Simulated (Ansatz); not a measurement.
Input file:

```
crystal:
  lattice:
    - [-1.565354, 1.565354, 1.5973]
    - [1.565354, -1.565354, 1.5973]
    - [1.565354, 1.565354, -1.5973]
  atoms:
    - { symbol: W, position: [0.0, 0.0, 0.0] }
kpoints:
  mp_grid: { grid: [14, 14, 14] }
scf:
  occupations: { method: fermi_dirac, width: 0.03 }
hamiltonian:
  xc: pbe
  pseudopotentials: { kind: paw }
output:
  forces: true
  stress: true
  eigenvalues: true
  efg: { contact_densities: true }
  write_density: true
  write_potential: true
  elf: true
  volumetric_format: npy
```

Launched as:

```sh
ansatz run input.yaml --threads 1 --pin off --max-ram 2048MiB --backend cpu --events-out ev --progress --plain --runs-dir out
```

Below, planes, directions and counts refer to the conventional cell (a = 3.13 Å, b = 3.13 Å, c = 3.19 Å, α = 90.00°, β = 90.00°, γ = 90.00°).

Space group I4/mmm; computed pressure about 10 GPa in this cell.

The calculation used DFT, PBE, PAW with Ansatz's default frozen-core files, scalar-relativistic in Ansatz.

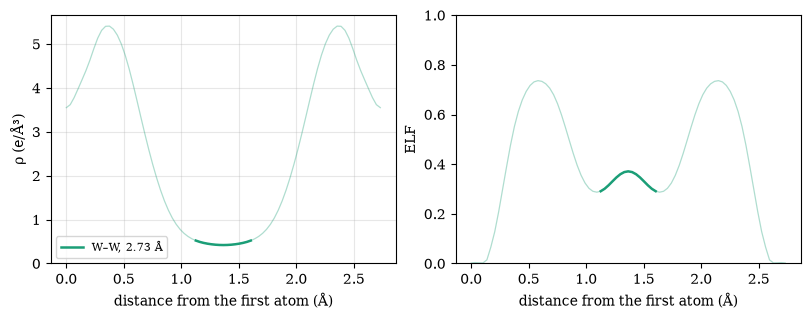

W. Valence charge density (pseudo) and ELF along straight lines between neighbouring atoms. Thin, pale parts lie inside the atomic spheres.

Core electrons are frozen (PAW), and the valence fields are smoothed inside the atomic spheres.

**What can be read from the curves?**

W–W (2.73 Å): the density is about 0.42 e/Å³ at the midpoint; the ELF is about 0.35 at the midpoint.
